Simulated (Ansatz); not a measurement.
# Two runs on SnO

System: SnO (Pmn2₁, 4 atoms in the cell).
Method of run 1: DFT, r2SCAN, plane waves, PAW, no spin polarisation (Ansatz 0.2.0).

The structure derives from a Materials Project entry. The geometry comes from this level: r2scan-rvv10. Text and figures count atoms from 1; the logs count them from 0 in places.

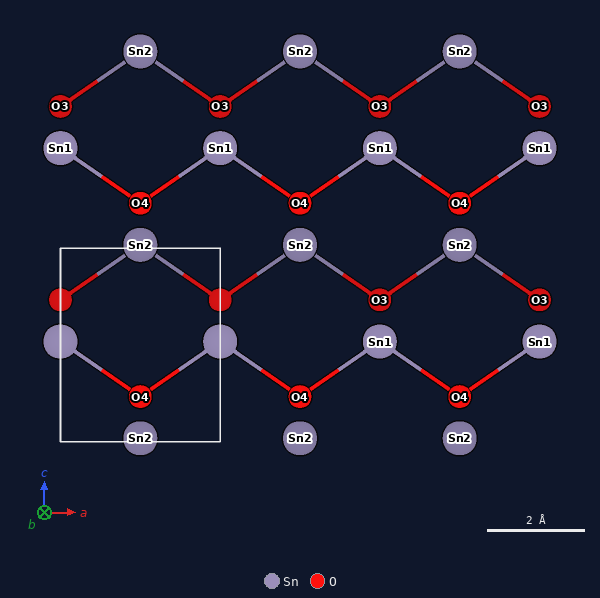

The structure as given in the input (ball-and-stick view of the cell of the calculation, repeated 3 × 1 × 2, along the b axis; atoms are numbered from 1 in the order of the input).

Input, run 1:
```yaml
crystal:
  lattice:
    - [3.3031148357, 0.0, 0.0]
    - [0.0, 5.7577048997, 0.0]
    - [0.0, 0.0, 4.0008071511]
  atoms:
    - { symbol: Sn, position: [0.0, 0.229442033, 0.5172649307] }
    - { symbol: Sn, position: [0.5, 0.770557967, 0.0172649307] }
    - { symbol: O, position: [0.0, 0.8935339453, 0.7327360693] }
    - { symbol: O, position: [0.5, 0.1064660547, 0.2327360693] }
kpoints:
  mp_grid: { grid: [8, 4, 6] }
  band_path:
    path:
      - [0.0, 0.0, 0.0]
      - [0.5, 0.0, 0.0]
      - [0.5, 0.5, 0.0]
      - [0.0, 0.5, 0.0]
      - [0.0, 0.0, 0.5]
      - [0.5, 0.0, 0.5]
      - [0.5, 0.5, 0.5]
      - [0.0, 0.5, 0.5]
      - [0.398438, -0.5, 0.0]
    npoints: 1
hamiltonian:
  xc: r2scan
scf:
  occupations: { method: fixed }
  n_extra_bands: 5
output:
  forces: true
  stress: true
  eigenvalues: true
```

Launched with:
```bash
ansatz run input.yaml --threads 2 --pin off --max-ram 2211MiB --backend cpu --events-out ev --progress --plain --runs-dir out
```

Hardware: 2 threads of Arm Neoverse V2, 24 GiB of memory available, shared host.

Output, shortened to warnings, some set-up lines, iterations and results (run 1):
```
Basis set: ecut = 500 eV, 1915 PW (Γ), exchange–correlation on 100×180×120 points (64 copies of the dense FFT grid, shifted against one another)
Symmetry: 4 space group operations
k-points: 60 of 192 (time reversal used)
Initial density: superposition of atomic densities (neutral atoms: chi_scale 0, normalization atom), corrected by the library's trained network
[...]
SCF iter   1: F=—  HF=-13214.307690 eV  |F-HF|=—  |Δ(HF+E_count)|=         —  Δρ=7.26e-3  dr2=3.54e-2  dr2_τ=1.14e-1  ethr=1.77e-3  ⟨swp⟩=4.9  Hψ=5797  notcnv=0  defer=178
SCF iter   2: F=—  HF=-13214.371036 eV  |F-HF|=—  |Δ(HF+E_count)|=   6.33e-2  Δρ=4.05e-3  dr2=4.91e-3  dr2_τ=9.08e-4  ethr=8.86e-5  ⟨swp⟩=3.3  Hψ=3320  notcnv=0  defer=180
SCF iter   3: F=—  HF=-13214.372122 eV  |F-HF|=—  |Δ(HF+E_count)|=   1.09e-3  Δρ=1.56e-3  dr2=2.02e-3  dr2_τ=1.92e-4  ethr=1.23e-5  ⟨swp⟩=2.1  Hψ=2088  notcnv=0  defer=180
SCF iter   4: F=—  HF=-13214.372047 eV  |F-HF|=—  |Δ(HF+E_count)|=   7.47e-5  Δρ=9.75e-4  dr2=7.42e-4  dr2_τ=6.18e-5  ethr=5.05e-6  ⟨swp⟩=2.0  Hψ=2145  notcnv=0  defer=180
SCF iter   5: F=—  HF=-13214.371902 eV  |F-HF|=—  |Δ(HF+E_count)|=   1.46e-4  Δρ=2.62e-4  dr2=4.48e-5  dr2_τ=1.87e-6  ethr=1.86e-6  ⟨swp⟩=2.2  Hψ=1888  notcnv=0  defer=180
SCF iter   6: F=—  HF=-13214.371895 eV  |F-HF|=—  |Δ(HF+E_count)|=   6.25e-6  Δρ=4.06e-5  dr2=5.22e-7  dr2_τ=6.28e-8  ethr=1.12e-7  ⟨swp⟩=2.0  Hψ=1881  notcnv=0  defer=62
SCF iter   7: F=-13214.371896 eV  HF=-13214.371896 eV  |F-HF|=1.67e-8  |Δ(HF+E_count)|=   8.86e-7  Δρ=6.66e-6  dr2=1.34e-8  dr2_τ=2.15e-9  ethr=2.50e-10  ⟨swp⟩=11.1  Hψ=8777  …
SCF 1 converged in 7 iterations: F = -13214.371896 eV  dr2 = 1.34e-8
NSCF: frozen V_eff on 9 k-points
SCF converged after 7 iterations
Free energy (F): -13214.371896 eV
Harris-Foulkes:  -13214.371896 eV  (|F-HF|=1.67e-8)
Internal energy: -13214.371896 eV  (E = F + TS)
E sigma→0 (E₀):  -13214.371896 eV
Fermi energy:    7.824937 eV
--- Per-component energies (eV) ---
  E_band       = -258.868053
  E_kinetic    = 725.236572
  E_local      = -2977.981154  (includes V_loc(G=0)·N_el)
  E_nonlocal   = 30.030045
  E_hartree    = 1579.059081
  E_xc         = -896.306777
  E_vxc        = -419.886588  (∫ρ·V_xc dr)
  E_paw        = -8638.411245  (= ΣΔE_a)
  E_vpaw       = -801.066350  (= ΣTr[D̂ρ^β])
  E_aug_tail   = 0.002042  (compensation charges beyond the density's cutoff)
  E_vtau       = 26.680952  (kinetic-family band-sum trace: ∫τ·v_τ [+ j·A + Jᵃ·Aᵃ] dr)
  E_ewald      = -3037.407217
  E_core_change = 1.406758  (= ΣΔE_core)
  E_smearing   = -0.000000  (= −TS)
  E_closure    = -0.000000  (closes the sum)
  Σ components = -13214.371896   (vs F -13214.371896, Δ=0.00e0)
--- Forces (eV/Å), atoms counted from 1 ---
  atom   1  Sn     0.00000000    -0.01566829    -0.00775359
  atom   2  Sn     0.00000000     0.01566829    -0.00775359
  atom   3  O      0.00000000    -0.00301143     0.00771078
  atom   4  O      0.00000000     0.00301143     0.00771078
  max |Σ_I F_I| component: 8.56e-5 eV/Å
--- Stress (GPa, compression-positive) ---
        1.023529      -0.000000      -0.000000
       -0.000000       0.948345       0.000000
       -0.000000       0.000000       1.131552
  P = ⅓ Tr σ = 1.0345 GPa (10.345 kbar)
```

The input of run 2 differs as follows (lines with − go, lines with + come):
```diff
-  xc: r2scan
+  xc: lda
```

Predict how the results change.

The total energies belong to different methods, so their difference says nothing on which is more stable or more accurate. The gap on the mesh goes from 1.74 to 1.39 eV. The pressure goes from 1.03 to −1.86 GPa. The largest force goes from 0.017 to 0.152 eV/Å. The functional changes from r2SCAN to LDA. The number of SCF iterations is the same. The default cutoff goes from 500 to 420 eV with the change. The plane waves at Γ go from 1915 to 1485. On the same kind of shared host run 2 took about 0.36 times as long.

Output, shortened to warnings, some set-up lines, iterations and results (run 2):
```
Basis set: ecut = 420 eV, 1485 PW (Γ)
Symmetry: 4 space group operations
k-points: 60 of 192 (time reversal used)
Initial density: superposition of atomic densities (neutral atoms: chi_scale 0, normalization atom), corrected by the library's trained network
[...]
SCF iter   1: F=—  HF=-12869.409011 eV  |F-HF|=—  |Δ(HF+E_count)|=         —  Δρ=1.54e-2  dr2=1.70e-1  ethr=1.77e-3  ⟨swp⟩=5.0  Hψ=5733  notcnv=0  defer=180
SCF iter   2: F=—  HF=-12869.410538 eV  |F-HF|=—  |Δ(HF+E_count)|=   1.53e-3  Δρ=1.54e-2  dr2=1.86e-1  ethr=4.25e-4  ⟨swp⟩=2.2  Hψ=2715  notcnv=0  defer=180
SCF iter   3: F=—  HF=-12869.369608 eV  |F-HF|=—  |Δ(HF+E_count)|=   4.09e-2  Δρ=2.27e-3  dr2=1.98e-3  ethr=4.25e-4  ⟨swp⟩=2.0  Hψ=1986  notcnv=0  defer=180
SCF iter   4: F=—  HF=-12869.369155 eV  |F-HF|=—  |Δ(HF+E_count)|=   4.52e-4  Δρ=5.41e-4  dr2=1.45e-4  ethr=4.95e-6  ⟨swp⟩=2.0  Hψ=2904  notcnv=0  defer=180
SCF iter   5: F=—  HF=-12869.369116 eV  |F-HF|=—  |Δ(HF+E_count)|=   3.91e-5  Δρ=1.45e-4  dr2=8.47e-6  ethr=3.63e-7  ⟨swp⟩=2.4  Hψ=2304  notcnv=0  defer=180
SCF iter   6: F=—  HF=-12869.369114 eV  |F-HF|=—  |Δ(HF+E_count)|=   2.69e-6  Δρ=2.38e-5  dr2=5.30e-7  ethr=2.12e-8  ⟨swp⟩=2.1  Hψ=2062  notcnv=0  defer=107
SCF iter   7: F=-12869.369113 eV  HF=-12869.369113 eV  |F-HF|=1.94e-8  |Δ(HF+E_count)|=   9.10e-8  Δρ=8.25e-6  dr2=4.25e-8  ethr=2.50e-10  ⟨swp⟩=11.2  Hψ=8354  notcnv=0
SCF 1 converged in 7 iterations: F = -12869.369113 eV  dr2 = 4.25e-8
NSCF: frozen V_eff on 9 k-points
SCF converged after 7 iterations
Free energy (F): -12869.369113 eV
Harris-Foulkes:  -12869.369113 eV  (|F-HF|=1.94e-8)
Internal energy: -12869.369113 eV  (E = F + TS)
E sigma→0 (E₀):  -12869.369113 eV
Fermi energy:    7.653339 eV
--- Per-component energies (eV) ---
  E_band       = -241.826978
  E_kinetic    = 722.854664
  E_local      = -2985.432294  (includes V_loc(G=0)·N_el)
  E_nonlocal   = 44.636125
  E_hartree    = 1570.866071
  E_xc         = -902.355282
  E_vxc        = -382.697575  (∫ρ·V_xc dr)
  E_paw        = -8283.579734  (= ΣΔE_a)
  E_vpaw       = -782.928508  (= ΣTr[D̂ρ^β])
  E_aug_tail   = 0.004914  (compensation charges beyond the density's cutoff)
  E_ewald      = -3037.407217
  E_core_change = 1.043639  (= ΣΔE_core)
  E_smearing   = -0.000000  (= −TS)
  E_closure    = -0.000000  (closes the sum)
  Σ components = -12869.369113   (vs F -12869.369113, Δ=0.00e0)
--- Forces (eV/Å), atoms counted from 1 ---
  atom   1  Sn     0.00000000    -0.14930524    -0.02751292
  atom   2  Sn     0.00000000     0.14930524    -0.02751292
  atom   3  O      0.00000000    -0.00502320     0.02744459
  atom   4  O      0.00000000     0.00502320     0.02744459
  max |Σ_I F_I| component: 1.37e-4 eV/Å
--- Stress (GPa, compression-positive) ---
       -1.933303      -0.000000      -0.000000
       -0.000000      -2.003053      -0.000000
       -0.000000      -0.000000      -1.651831
  P = ⅓ Tr σ = -1.8627 GPa (-18.627 kbar)
```

The two runs side by side:

```tsv
quantity	run 1	run 2
outcome	converged	converged
free energy per atom (eV)	−3303.5930	−3217.3423
gap on the mesh (eV)	1.74	1.39
pressure (GPa)	1.03	−1.86
largest force (eV/Å)	0.017	0.152
SCF iterations	7	7
irreducible k-points	60	60
plane waves at Γ	1915	1485
wall time (shared host)	15 s	5.3 s
```
